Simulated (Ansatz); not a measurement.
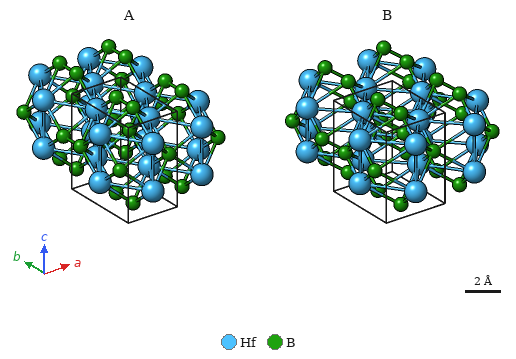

Two geometries of solid HfB (a generated structure, set up in Immm) (coarse preliminary run), drawn at one scale. One is the start of a relaxation, the other its converged end. A ball-and-stick model of the conventional cell (2 times the calculation's cell), repeated 2 × 2 × 1 with one cell outlined, seen from a free direction. Lengths and directions refer to the drawn axes.

Computed with DFT PBE, scalar-relativistic, plane waves, PAW (Ansatz). Settings: plane-wave cutoff 420 eV; k-point mesh 6 × 6 × 6; occupations gaussian; smearing width 0.1 eV; no spin polarisation; cell and atoms relaxed; force threshold 0.04 eV/Å; at most 70 steps.

> Which geometry has the lower energy?

Structure A is the relaxed one. Over 6 accepted moves (7 points after the start) the energy falls by 1256 meV per atom. Largest force component: 7.9 eV/Å at the start, 0.0065 eV/Å at the end. The pressure goes from 19.67 to 0.08 GPa. The SCF was repeated once at an unchanged geometry on a basis and grid sized afresh for the cell, which shifted the energy by 0.7 meV per atom at most. The largest moves relative to the cell, 0.38 Å, are those of B atoms. Largest moves by element: B 0.38 Å, Hf 0.07 Å. The drawn cell changes as follows: a 4.218 → 3.524 Å (−16.4 %), b 5.094 → 5.458 Å (+7.1 %), c 5.868 → 6.163 Å (+5.0 %); the volume changes by −6.0 %. Among the contacts that change: B–B 2.235 → 1.634 Å, B–Hf 2.005 → 2.460 Å, B–Hf 2.834 → 2.475 Å, Hf–Hf 2.813 → 3.096 Å. New bonds form: B–B (2.24 → 1.63 Å). Among the angles between lasting bonds that change: Hf–B–Hf 65.2° → 76.6°, Hf–B–Hf 89.1° → 78.0°, Hf–B–Hf 133.5° → 141.5°. The space group stays Immm (No. 71).
